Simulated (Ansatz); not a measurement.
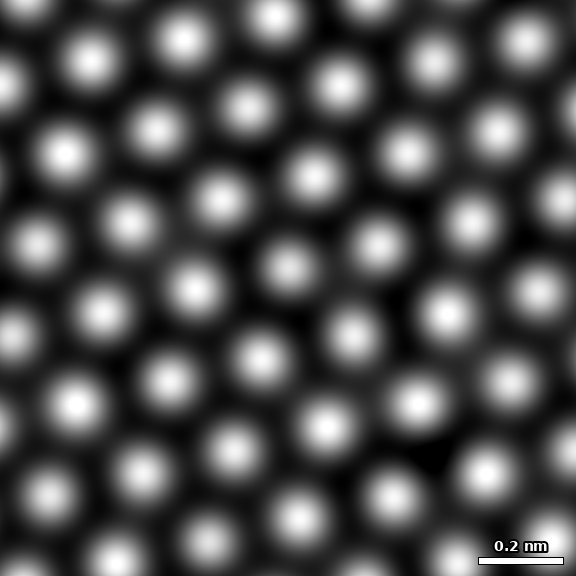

HAADF-like image of Ni (Im-3m, No. 229). Simulated incoherent Z contrast: every atom adds Z^1.7 spread by a probe of 1.20 Å full width; channelling and multiple scattering are left out. The probe carries 25 % of its weight in a tail 2.5 times as wide. The speckle of an amorphous layer was added. Atomic positions: coordinates from a relaxation with Ansatz 0.2.0, DFT, RPBE, plane waves (420 eV) with PAW, scalar-relativistic; the starting structure was generated, so it need not be a known form of this composition.

```xyz
2
Lattice="2.8282 0.0000 0.0000 0.0000 2.8282 0.0000 0.0000 0.0000 2.8282" Properties=species:S:1:pos:R:3 pbc="T T T"
Ni    0.0000    0.0000    0.0000
Ni    1.4141    1.4141    1.4141
```

### Along which zone axis is the crystal seen: [210], [110] or [111]? (Directions equivalent by symmetry count as one.)

[111]. The projected cells are 1.26 × 1.55 Å, 114° for [210]; 1.41 × 2.00 Å, 90° for [110]; 2.31 × 2.31 Å, 120° for [111], and the image repeats as the [111] one does.
